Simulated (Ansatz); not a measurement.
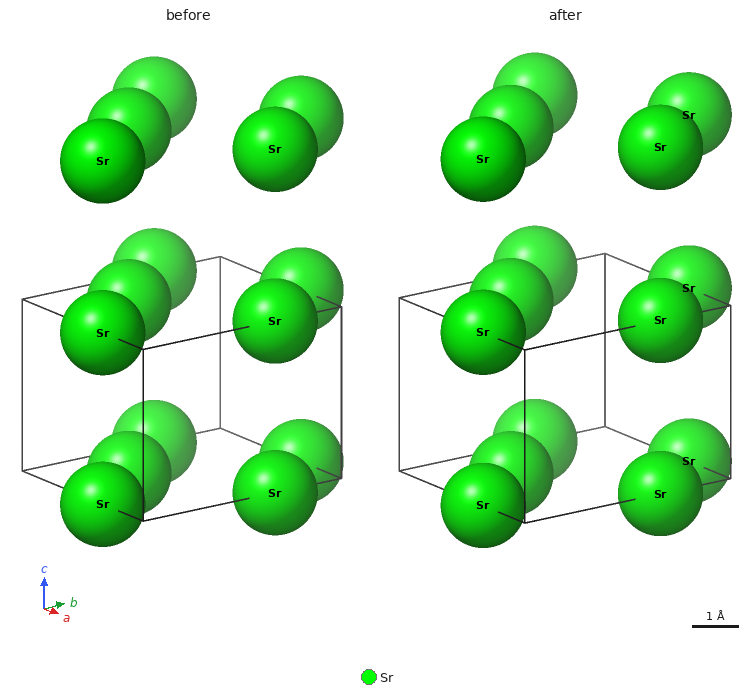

Left: a symmetric starting cell of Sr. Right: the same structure after one change, at the same scale. Style: spheres-only. Shown: the cell of the calculation, repeated 1 × 1 × 2 with one cell outlined, slightly off an axis.

All numbers below come from DFT PBEsol, scalar-relativistic, plane waves, PAW (Ansatz 0.2.0). Settings: plane-wave cutoff 420 eV; k-point mesh 9 × 9 × 12; occupations gaussian; smearing width 0.1 eV; no spin polarisation.

**What distinguishes the right structure from the left one?**

The cell is strained by +0.8 % along c and +3.8 % across it (volume +8.7 %) and atoms are displaced by 0.03 Å relative to the cell. No relaxation follows. The starting cell wasn't computed here and needn't be at equilibrium, so pressure and forces aren't due to the change alone.

**How do the computed properties respond?**

The pressure is −1.1 GPa (not all of it need come from the change, since the unchanged cell can be under pressure at this level too). The principal stresses (compression positive) are −0.2 GPa along c and −1.6 GPa across it. The largest forces, 0.058 eV/Å, act on 3 Sr atoms of the calculation's cell. The forces point straight back along the displacements (cosine −1.00). Some distances before and after: Sr–Sr 4.090 → 4.288 Å, Sr–Sr 4.074 → 4.179 to 4.241 Å, Sr–Sr 3.817 → 3.849 Å. The space group (tolerance 0.01 Å) goes from P-62m (No. 189) to P-6 (No. 174).
